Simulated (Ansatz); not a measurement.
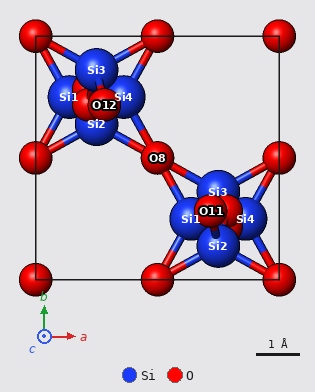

Starting structure of solid SiO$_{2}$ (set up in I4_122). Style: ball-and-stick. Shown: the conventional cell (2 times the calculation's cell), along the c axis. Lengths and directions refer to the drawn axes.

The run lets cell and atoms move.

Method: Ansatz, Kohn-Sham DFT of a periodic cell, LDA, Ansatz PAW.

Input file:
```yaml
crystal:
  lattice:
    - [-2.837898, 2.837898, 5.66021]
    - [2.837898, -2.837898, 5.66021]
    - [2.837898, 2.837898, -5.66021]
  atoms:
    - { symbol: Si, position: [0.875, 0.263618, 0.888618] }
    - { symbol: Si, position: [0.013618, 0.625, 0.888618] }
    - { symbol: Si, position: [0.736382, 0.125, 0.111382] }
    - { symbol: Si, position: [0.375, 0.986382, 0.111382] }
    - { symbol: O, position: [0.633727, 0.133727, 0.5] }
    - { symbol: O, position: [0.467877, 0.967877, 0.935754] }
    - { symbol: O, position: [0.032123, 0.532123, 0.064246] }
    - { symbol: O, position: [0.116273, 0.116273, 0.0] }
    - { symbol: O, position: [0.883727, 0.883727, 0.0] }
    - { symbol: O, position: [0.866273, 0.366273, 0.5] }
    - { symbol: O, position: [0.282123, 0.717877, 0.0] }
    - { symbol: O, position: [0.717877, 0.282123, 0.0] }
hamiltonian:
  xc: lda
  pseudopotentials: { kind: paw }
kpoints:
  mp_grid: { grid: [7, 7, 7] }
scf:
  occupations: { method: fermi_dirac, width: 0.05 }
output:
  forces: true
  stress: true
  eigenvalues: true
relax:
  f_tol: 0.01
  max_steps: 40
  cell: { stress_tol: 0.05 }
```

Launched with:
```bash
ansatz run input.yaml --threads 4 --pin off --max-ram 11264MiB --backend cpu --events-out ev --progress --plain --runs-dir out
```

**Predict the outcome.**

Over 6 accepted moves (8 points after the start) the energy falls by 11.0 meV per atom. The largest force component goes from 0.38 to 0.0082 eV/Å. The pressure goes from −5.87 to −0.01 GPa. At 2 points the geometry stayed and the basis and grid were re-selected for the new cell (energy shift of 2.2 meV per atom at most each time). The largest moves relative to the cell, 0.016 Å, are those of O6, O7, O11 and O12. O12 goes along [1 −1 0]. By element the largest moves are O 0.016 Å, Si 0.011 Å. The volume changes by −4.4 %, with a = b 5.676 → 5.586 Å (−1.6 %), c 11.320 → 11.176 Å (−1.3 %). Among the contacts that change: Si1–O12 1.643 → 1.622 Å, Si1–O5 1.625 → 1.606 Å. The space group stays I4_122 (No. 98).

Step by step:

```csv
step,"E − E(0), meV/atom","largest force component, eV/Å","pressure, GPa","volume, Å³/atom",note
0,0.00,0.3805,-5.87,15.195,
1,-8.96,0.2165,-3.10,14.895,
2,-13.16,0.0362,0.15,14.571,
3,-13.22,0.0231,0.13,14.564,
4,-13.11,0.0151,0.00,14.592,
5,-13.14,0.0018,0.00,14.585,
6,-10.97,0.0018,-0.27,14.585,"same geometry, new basis"
7,-11.25,0.0082,0.01,14.533,
8,-10.99,0.0082,-0.01,14.533,"same geometry, new basis"
```

After the run, drawn alike:

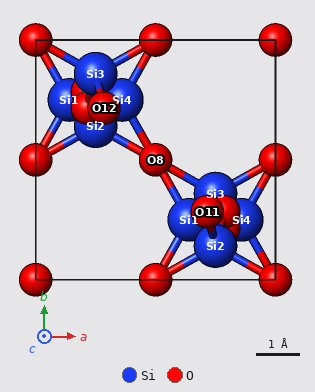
